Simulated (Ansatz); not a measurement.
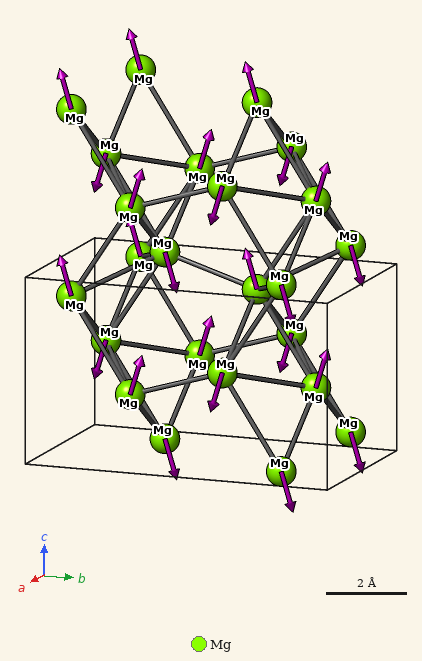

This is a relaxation of crystalline Mg (built on the alpha-gallium_64 type) (coarse preliminary run). The starting structure is drawn; purple arrows show the displacements (the part carried along by the change of the cell is left out), 3 times their true length.

A ball-and-stick model of the conventional cell (2 times the calculation's cell), repeated 1 × 1 × 2 with one cell outlined, seen slightly off an axis. Lengths and directions refer to the drawn axes.

Case: alpha-gallium type (Cmce, No. 64).

Theory: DFT PBEsol, scalar-relativistic, plane waves, PAW (Ansatz 0.2.0). Set-up: plane-wave cutoff 420 eV; k-point mesh 4 × 4 × 4; occupations gaussian; smearing width 0.1 eV; no spin polarisation; cell and atoms relaxed; force threshold 0.04 eV/Å; at most 70 steps.

### What did the optimiser do to the structure, and how much energy did it gain?

The largest moves relative to the cell, 0.37 Å, are those of Mg atoms. The volume changes by +6.4 %, with a 4.809 → 4.287 Å (−10.9 %), b 8.151 → 10.518 Å (+29.0 %), c 4.816 → 4.454 Å (−7.5 %). Some distances before and after: Mg–Mg 3.974 → 3.090 Å, Mg–Mg 2.599 → 2.992 Å, Mg–Mg 2.885 → 3.178 Å, Mg–Mg 2.917 → 3.091 Å. The space group (tolerance 0.01 Å) goes from Cmce (No. 64) to Fmmm (No. 69). Over 10 accepted moves (14 points after the start) the energy falls by 340 meV per atom. The largest force component goes from 0.53 to 0.016 eV/Å. The pressure goes from 6.93 to −0.05 GPa. The line search rejected the trial steps at points 7, 9 of the run. The SCF was repeated twice at an unchanged geometry on a basis and grid sized afresh for the cell, which shifted the energy by 9.0 meV per atom at most.
